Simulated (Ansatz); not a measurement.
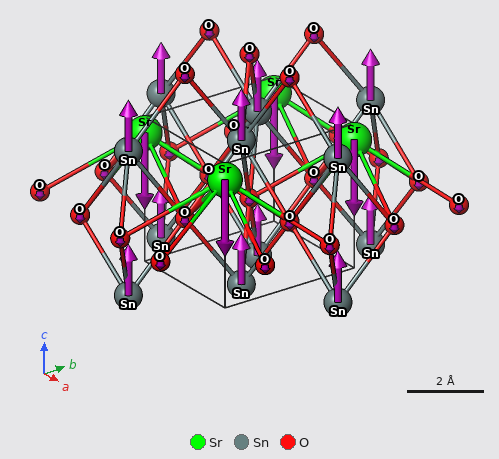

This is a relaxation of solid SrSn$_{2}$O$_{3}$ (a generated structure, set up in P6mm) (coarse preliminary run). The starting structure is drawn; purple arrows show the displacements (the part carried along by the change of the cell is left out), at their true length.

A ball-and-stick model of the cell of the calculation, seen slightly off an axis.

Theory: Ansatz, DFT PBE, scalar-relativistic, plane waves, PAW. Settings: plane-wave cutoff 420 eV; k-point mesh 6 × 6 × 4; occupations gaussian; smearing width 0.1 eV; no spin polarisation; cell and atoms relaxed; force threshold 0.04 eV/Å; at most 70 steps.

Question: Describe the change and its energy.

Answer: The atom that moves furthest relative to the cell is the Sr atom (2.11 Å along −c). Largest moves by element: Sr 2.11 Å, Sn 1.41 Å, O 0.24 Å. The volume changes by +55.8 %, with a = b 5.579 → 5.722 Å (+2.6 %), c 3.919 → 5.806 Å (+48.1 %). Some distances before and after: O–Sn 2.547 → 4.859 Å, Sn–Sr 3.234 → 5.148 Å, O–Sn 2.526 → 2.063 Å, O–Sr 3.258 → 2.928 Å. Bond angles that change, for instance: Sn–O–Sn 79.2° → 106.4°, O–Sn–O 67.1° → 87.8°. The space group stays P6mm (No. 183). After 23 accepted moves (29 points after the start) the energy has fallen by 905 meV per atom. Largest force component: 0.84 eV/Å at the start, 0.017 eV/Å at the end. Pressure: −3.18 GPa at the start and 0.10 GPa at the end. The line search rejected the trial steps at points 13, 24 of the run. The SCF was repeated 4 times at an unchanged geometry on a basis and grid sized afresh for the cell, which shifted the energy by 38.8 meV per atom at most. Cost: 9.4 min on 1 thread of AMD EPYC (Zen 3), with other jobs on the host, peak memory 0.44 GiB.
